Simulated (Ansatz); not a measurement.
Ti₃C₂: geometry relaxation (part 2 of 2)

The same run, continued: Ti₃C₂ (P6₃/mmc, 10 atoms in the cell); DFT r2SCAN, scalar-relativistic, plane waves, PAW, no spin polarisation (Ansatz 0.2.0); cutoff 500 eV, 12×12×4 k-mesh, Gaussian smearing of 0.1 eV. The structure derives from a Materials Project entry. It belongs to a series of runs on one base structure; here: volume × 0.94, shape and atoms relaxed.

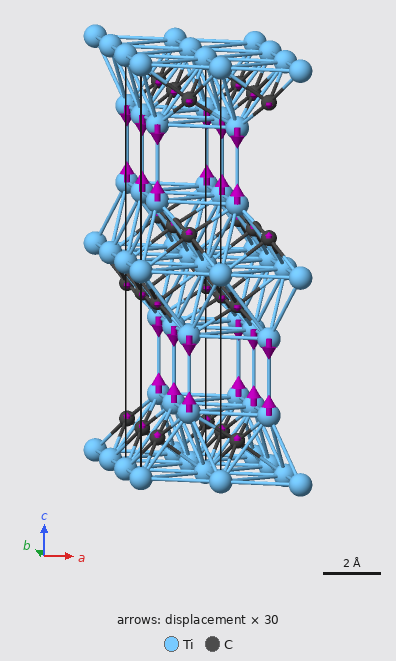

Fig. 1: The starting structure with the displacements (without the part carried along by the change of the cell) as pink arrows, magnified 30 times (ball-and-stick view of the cell of the calculation, repeated 2 × 3 × 1, seen slightly off an axis). Over 4 geometry steps the energy falls by 2.2 meV per atom. The largest force component goes from 0.46 to 0.0013 eV/Å. Pressure: 12.38 GPa at the start and 10.42 GPa at the end. The largest moves relative to the cell, 0.025 Å, are those of Ti1, Ti2, Ti3 and Ti4. By element the largest moves are Ti 0.025 Å, C 0.007 Å. The drawn cell changes at constant volume: a = b 3.005 → 3.009 Å (+0.1 %), c 14.772 → 14.739 Å (−0.2 %). Distances before and after: Ti1–Ti4 2.733 → 2.677 Å, Ti1–Ti5 2.902 → 2.919 Å, Ti1–C7 2.028 → 2.038 Å, Ti5–C10 2.154 → 2.158 Å. The space group stays P6_3/mmc (No. 194). A last SCF at the same geometry on a re-selected plane-wave basis shifts the energy by +0.0 meV per atom. (Atoms are counted from 1 in the order of the input.)

```
basis re-selected at this cell: Δ(F+E_penalty+E_count) = +6.074e-6 eV, ΔP = -0.001 GPa vs the last step (what re-selecting the basis moved, of the pressure what is left beyond the Pulay correction that the steps carried, after the strain that the cell walked since its last selection, with what the two solves' SCF thresholds leave and, on support functions, any second-order correction that the steps lacked; it is no measure of the basis error at this ecutwfc). This SCF's stress stands 2.77e-2 GPa from its target on what of the cell is left free (relax.cell.stress_tol is 1.00e-1 GPa) and its largest allowed force component is 1.33e-3 eV/Å (relax.f_tol is 1.00e-2 eV/Å): within both
SCF converged after 4 iterations
Free energy (F): -16040.915356 eV
Harris-Foulkes:  -16040.915356 eV  (|F-HF|=9.64e-11)
Internal energy: -16040.904860 eV  (E = F + TS)
E sigma→0 (E₀):  -16040.910108 eV
Entropy (-TS):   -0.010496 eV (-1.050 meV/atom)
Fermi energy:    14.767332 eV
--- Per-component energies (eV) ---
  E_band       = -847.705754
  E_kinetic    = 2015.610209
  E_local      = -5323.888814  (includes V_loc(G=0)·N_el)
  E_nonlocal   = 142.328946
  E_hartree    = 2214.665291
  E_xc         = -759.569523
  E_vxc        = -1075.644567  (∫ρ·V_xc dr)
  E_paw        = -6741.685085  (= ΣΔE_a)
  E_vpaw       = -1104.267643  (= ΣTr[D̂ρ^β])
  E_aug_tail   = 0.000584  (compensation charges beyond the density's cutoff)
  E_vtau       = 68.824571  (kinetic-family band-sum trace: ∫τ·v_τ [+ j·A + Jᵃ·Aᵃ] dr)
  E_ewald      = -7586.746630
  E_core_change = -1.619838  (= ΣΔE_core)
  E_smearing   = -0.010496  (= −TS)
  E_closure    = 0.000000  (closes the sum)
  Σ components = -16040.915356   (vs F -16040.915356, Δ=0.00e0)
--- Forces (eV/Å), atoms counted from 1 ---
  atom   1  Ti     0.00000000    -0.00000000    -0.00000896
  atom   2  Ti    -0.00000000     0.00000000    -0.00000896
  atom   3  Ti    -0.00000000     0.00000000     0.00000896
  atom   4  Ti     0.00000000    -0.00000000     0.00000896
  atom   5  Ti    -0.00000000    -0.00000000     0.00000000
  atom   6  Ti    -0.00000000    -0.00000000     0.00000000
  atom   7  C     -0.00000000     0.00000000    -0.00132953
  atom   8  C      0.00000000    -0.00000000    -0.00132953
  atom   9  C     -0.00000000     0.00000000     0.00132953
  atom  10  C      0.00000000    -0.00000000     0.00132953
  max |Σ_I F_I| component: 4.63e-17 eV/Å
--- Stress (GPa, compression-positive) ---
       10.402245       0.000000      -0.000000
        0.000000      10.402245       0.000000
       -0.000000       0.000000      10.443754
  P = ⅓ Tr σ = 10.4161 GPa (104.161 kbar)
--- Band table (eV; the first three rows and the last of 57) ---
  k-point 0: bands = ["-44.6018", "-44.5905", "-44.5525", "-44.5372", "-44.3925", "-44.3885", "-20.2763", "-20.1407", "-20.0327", "-19.7683", "-19.6045", "-19.5602", "-19.5602", "-19.5553", "-19.5553", "-19.5252", "-19.5252", "-19.5189", "-19.5189", "-19.4750", "-19.3896", "-19.3896", "-19.3882", "-19.3882", "1.5213", "1.6198", "3.0504", "3.2297", "8.1772", "8.6994", "10.4728", "11.3655", "11.3655", "11.4256", "11.4256", "11.5996", "12.3918", "12.6161", "12.6161", "12.7530", "12.7530", "12.8941", "14.8788", "15.2012", "15.2012", "15.2876", "15.3927", "15.3927", "16.0950", "16.0950", "16.1428", "16.1428", "16.4856", "16.4856"]
  k-point 1: bands = ["-44.6005", "-44.5926", "-44.5498", "-44.5391", "-44.3919", "-44.3891", "-20.2644", "-20.1790", "-19.9820", "-19.8119", "-19.5727", "-19.5595", "-19.5595", "-19.5561", "-19.5561", "-19.5241", "-19.5241", "-19.5197", "-19.5197", "-19.4875", "-19.3894", "-19.3894", "-19.3884", "-19.3884", "1.5346", "1.6041", "3.0775", "3.2041", "8.2396", "8.6023", "10.6254", "11.3737", "11.3737", "11.3836", "11.4161", "11.4161", "12.5321", "12.6364", "12.6364", "12.7331", "12.7331", "12.8548", "14.9348", "15.2230", "15.2230", "15.2240", "15.3555", "15.3555", "16.1426", "16.1426", "16.1643", "16.1643", "16.4782", "16.4782"]
  k-point 2: bands = ["-44.5969", "-44.5969", "-44.5441", "-44.5441", "-44.3905", "-44.3905", "-20.2301", "-20.2301", "-19.8956", "-19.8956", "-19.5579", "-19.5579", "-19.5579", "-19.5579", "-19.5228", "-19.5228", "-19.5218", "-19.5218", "-19.5218", "-19.5218", "-19.3888", "-19.3888", "-19.3888", "-19.3888", "1.5682", "1.5682", "3.1416", "3.1416", "8.4051", "8.4051", "10.9838", "10.9838", "11.3943", "11.3943", "11.3943", "11.3943", "12.6849", "12.6849", "12.6849", "12.6849", "12.7315", "12.7315", "15.0757", "15.0757", "15.2822", "15.2822", "15.2822", "15.2822", "16.1917", "16.1917", "16.1917", "16.1917", "16.5252", "16.5252"]
  k-point 56: bands = ["-44.5197", "-44.5197", "-44.4685", "-44.4685", "-44.3337", "-44.3337", "-20.0773", "-20.0773", "-19.9338", "-19.9338", "-19.9252", "-19.9252", "-19.8762", "-19.8762", "-19.8211", "-19.8211", "-19.7882", "-19.7882", "-19.6488", "-19.6488", "-19.5741", "-19.5741", "-19.5414", "-19.5414", "3.9292", "3.9292", "3.9412", "3.9412", "9.5680", "9.5680", "10.3248", "10.3248", "10.4958", "10.4958", "10.7414", "10.7414", "11.3675", "11.3675", "11.5963", "11.5963", "13.4331", "13.4331", "13.9432", "13.9432", "15.4336", "15.4336", "15.5300", "15.5300", "16.2462", "16.2462", "17.2775", "17.2775", "17.5635", "17.5635"]
--- Relaxed structure (5 steps of the walk, 5 accepted, 1 SCFs on fresh bases) ---
  F+E_penalty+E_count = -16040.91535599 eV   max|allowed force component| = 1.330e-3 eV/Å   (the final SCF, on the basis selected at the relaxed cell)
  cell:  # Å, volume = 115.5470 Å³
    - [3.0087429301543414, 2.8899676082287115e-11, -2.376757612589052e-34]
    - [-1.5043714651021987, 2.605647810956039, 7.36337621991275e-34]
    - [-1.1681833849218006e-33, 3.504550154765402e-33, 14.73865453455805]
  atoms:
    - { symbol: Ti, position: [0.3333333333333332, 0.6666666666666664, 0.8408050734985846] }
    - { symbol: Ti, position: [0.6666666666666665, 0.3333333333333332, 0.34080507349858463] }
    - { symbol: Ti, position: [0.6666666666666665, 0.3333333333333332, 0.15919492650141528] }
    - { symbol: Ti, position: [0.3333333333333332, 0.6666666666666664, 0.659194926501415] }
    - { symbol: Ti, position: [2.0604766710223267e-34, 1.322681501984424e-34, -2.71572156748393e-20] }
    - { symbol: Ti, position: [-1.6683817265519954e-35, 7.334870147496749e-34, 0.4999999999999999] }
    - { symbol: C, position: [0.6666666666666665, 0.3333333333333332, 0.9131263860219563] }
    - { symbol: C, position: [0.3333333333333332, 0.6666666666666664, 0.41312638602195617] }
    - { symbol: C, position: [0.6666666666666665, 0.3333333333333332, 0.5868736139780433] }
    - { symbol: C, position: [0.3333333333333332, 0.6666666666666664, 0.08687361397804363] }
```

**Trajectory as extended XYZ (Å, eV, eV/Å), 6 frames, from step=1 to step=6**
```
10
Lattice="3.0054 0.0000 0.0000 -1.5027 2.6027 0.0000 0.0000 0.0000 14.7716" Properties=species:S:1:pos:R:3:forces:R:3 step=1 energy=-16040.89333 pressure_GPa=12.38
Ti    0.0000    1.7352   12.4451    0.0000   0.0000  -0.4562
Ti    1.5027    0.8676    5.0593    0.0000   0.0000  -0.4562
Ti    1.5027    0.8676    2.3265    0.0000   0.0000   0.4562
Ti    0.0000    1.7352    9.7123    0.0000   0.0000   0.4562
Ti    0.0000    0.0000    0.0000    0.0000   0.0000   0.0000
Ti    0.0000    0.0000    7.3858    0.0000   0.0000   0.0000
C     1.5027    0.8676   13.4958    0.0000   0.0000   0.0790
C     0.0000    1.7352    6.1100    0.0000   0.0000   0.0790
C     1.5027    0.8676    8.6616    0.0000   0.0000  -0.0790
C     0.0000    1.7352    1.2758    0.0000   0.0000  -0.0790
10
Lattice="3.0094 0.0000 0.0000 -1.5047 2.6063 0.0000 0.0000 0.0000 14.7318" Properties=species:S:1:pos:R:3:forces:R:3 step=2 energy=-16040.91276 pressure_GPa=10.04
Ti    0.0000    1.7375   12.3804    0.0000   0.0000   0.0540
Ti    1.5047    0.8688    5.0145    0.0000   0.0000   0.0540
Ti    1.5047    0.8688    2.3514    0.0000   0.0000  -0.0540
Ti    0.0000    1.7375    9.7173    0.0000   0.0000  -0.0540
Ti    0.0000    0.0000    0.0000    0.0000   0.0000   0.0000
Ti    0.0000    0.0000    7.3659    0.0000   0.0000   0.0000
C     1.5047    0.8688   13.4436    0.0000   0.0000   0.1162
C     0.0000    1.7375    6.0777    0.0000   0.0000   0.1162
C     1.5047    0.8688    8.6541    0.0000   0.0000  -0.1162
C     0.0000    1.7375    1.2882    0.0000   0.0000  -0.1162
10
Lattice="3.0089 0.0000 0.0000 -1.5045 2.6058 0.0000 0.0000 0.0000 14.7368" Properties=species:S:1:pos:R:3:forces:R:3 step=3 energy=-16040.91515 pressure_GPa=10.46
Ti    0.0000    1.7372   12.3909    0.0000   0.0000  -0.0232
Ti    1.5045    0.8686    5.0225    0.0000   0.0000  -0.0232
Ti    1.5045    0.8686    2.3458    0.0000   0.0000   0.0232
Ti    0.0000    1.7372    9.7142    0.0000   0.0000   0.0232
Ti    0.0000    0.0000    0.0000    0.0000   0.0000   0.0000
Ti    0.0000    0.0000    7.3684    0.0000   0.0000   0.0000
C     1.5045    0.8686   13.4543    0.0000   0.0000   0.0461
C     0.0000    1.7372    6.0859    0.0000   0.0000   0.0461
C     1.5045    0.8686    8.6508    0.0000   0.0000  -0.0461
C     0.0000    1.7372    1.2825    0.0000   0.0000  -0.0461
10
Lattice="3.0085 0.0000 0.0000 -1.5043 2.6054 0.0000 0.0000 0.0000 14.7410" Properties=species:S:1:pos:R:3:forces:R:3 step=4 energy=-16040.91534 pressure_GPa=10.46
Ti    0.0000    1.7370   12.3948    0.0000   0.0000  -0.0123
Ti    1.5043    0.8685    5.0242    0.0000   0.0000  -0.0123
Ti    1.5043    0.8685    2.3463    0.0000   0.0000   0.0123
Ti    0.0000    1.7370    9.7168    0.0000   0.0000   0.0123
Ti    0.0000    0.0000    0.0000    0.0000   0.0000   0.0000
Ti    0.0000    0.0000    7.3705    0.0000   0.0000   0.0000
C     1.5043    0.8685   13.4600    0.0000   0.0000   0.0123
C     0.0000    1.7370    6.0895    0.0000   0.0000   0.0123
C     1.5043    0.8685    8.6516    0.0000   0.0000  -0.0123
C     0.0000    1.7370    1.2810    0.0000   0.0000  -0.0123
10
Lattice="3.0087 0.0000 0.0000 -1.5044 2.6056 0.0000 0.0000 0.0000 14.7387" Properties=species:S:1:pos:R:3:forces:R:3 step=5 energy=-16040.91536 pressure_GPa=10.42
Ti    0.0000    1.7371   12.3923    0.0000   0.0000   0.0000
Ti    1.5044    0.8685    5.0230    0.0000   0.0000   0.0000
Ti    1.5044    0.8685    2.3463    0.0000   0.0000   0.0000
Ti    0.0000    1.7371    9.7156    0.0000   0.0000   0.0000
Ti    0.0000    0.0000    0.0000    0.0000   0.0000   0.0000
Ti    0.0000    0.0000    7.3693    0.0000   0.0000   0.0000
C     1.5044    0.8685   13.4583    0.0000   0.0000  -0.0013
C     0.0000    1.7371    6.0889    0.0000   0.0000  -0.0013
C     1.5044    0.8685    8.6497    0.0000   0.0000   0.0013
C     0.0000    1.7371    1.2804    0.0000   0.0000   0.0013
10
Lattice="3.0087 0.0000 0.0000 -1.5044 2.6056 0.0000 0.0000 0.0000 14.7387" Properties=species:S:1:pos:R:3:forces:R:3 step=6 energy=-16040.91536 pressure_GPa=10.42
Ti    0.0000    1.7371   12.3923    0.0000   0.0000   0.0000
Ti    1.5044    0.8685    5.0230    0.0000   0.0000   0.0000
Ti    1.5044    0.8685    2.3463    0.0000   0.0000   0.0000
Ti    0.0000    1.7371    9.7156    0.0000   0.0000   0.0000
Ti    0.0000    0.0000    0.0000    0.0000   0.0000   0.0000
Ti    0.0000    0.0000    7.3693    0.0000   0.0000   0.0000
C     1.5044    0.8685   13.4583    0.0000   0.0000  -0.0013
C     0.0000    1.7371    6.0889    0.0000   0.0000  -0.0013
C     1.5044    0.8685    8.6497    0.0000   0.0000   0.0013
C     0.0000    1.7371    1.2804    0.0000   0.0000   0.0013
```

This output came from the following input.

**Input**
```yaml
crystal:
  lattice:
    - [3.0053885295, 0.0, 0.0]
    - [-1.5026942648, 2.6027428148, 0.0]
    - [0.0, 0.0, 14.7715733683]
  atoms:
    - { symbol: Ti, position: [0.3333333333, 0.6666666667, 0.8425038905] }
    - { symbol: Ti, position: [0.6666666667, 0.3333333333, 0.3425038905] }
    - { symbol: Ti, position: [0.6666666667, 0.3333333333, 0.1574961095] }
    - { symbol: Ti, position: [0.3333333333, 0.6666666667, 0.6574961095] }
    - { symbol: Ti, position: [0.0, 0.0, 0.0] }
    - { symbol: Ti, position: [0.0, 0.0, 0.5] }
    - { symbol: C, position: [0.6666666667, 0.3333333333, 0.9136328111] }
    - { symbol: C, position: [0.3333333333, 0.6666666667, 0.4136328111] }
    - { symbol: C, position: [0.6666666667, 0.3333333333, 0.5863671889] }
    - { symbol: C, position: [0.3333333333, 0.6666666667, 0.0863671889] }
basis:
  ecutwfc: 500
kpoints:
  mp_grid: { grid: [12, 12, 4] }
hamiltonian:
  xc: r2scan
scf:
  occupations: { method: gaussian, width: 0.1 }
output:
  forces: true
  stress: true
  eigenvalues: true
relax:
  adjacent_minimum: "off"
  f_tol: 0.01
  max_steps: 30
  cell: { stress_tol: 0.1, fix: [volume] }
```

Launched with:
```bash
ansatz run input.yaml --threads 2 --pin off --max-ram 5120MiB --backend cpu --events-out ev --progress --plain --runs-dir out
```

**Results in brief**

- outcome: converged
- space group (tolerance 0.01 Å): P6₃/mmc (194)
- electrons treated: 88
- free energy: −16040.9154 eV
- Fermi energy: 14.767 eV
- gap on the k-point mesh: none (metallic)
- pressure: 10.42 GPa
- final volume: 115.55 Å³
- largest force (length of the vector) at the end: 0.001 eV/Å
- final cell: a = 3.009 Å, b = 3.009 Å, c = 14.739 Å, α = 90.00°, β = 90.00°, γ = 120.00°
- hardware: 2 threads of Intel Xeon @ 2.50GHz (Skylake/Cascade Lake), 189 GiB of memory available, shared host
- wall time: 3.8 min (CPU time 7.4 min)
- peak memory: 0.92 GiB

The cell is under a pressure of 10.4 GPa at this level, so it is not at its equilibrium volume.
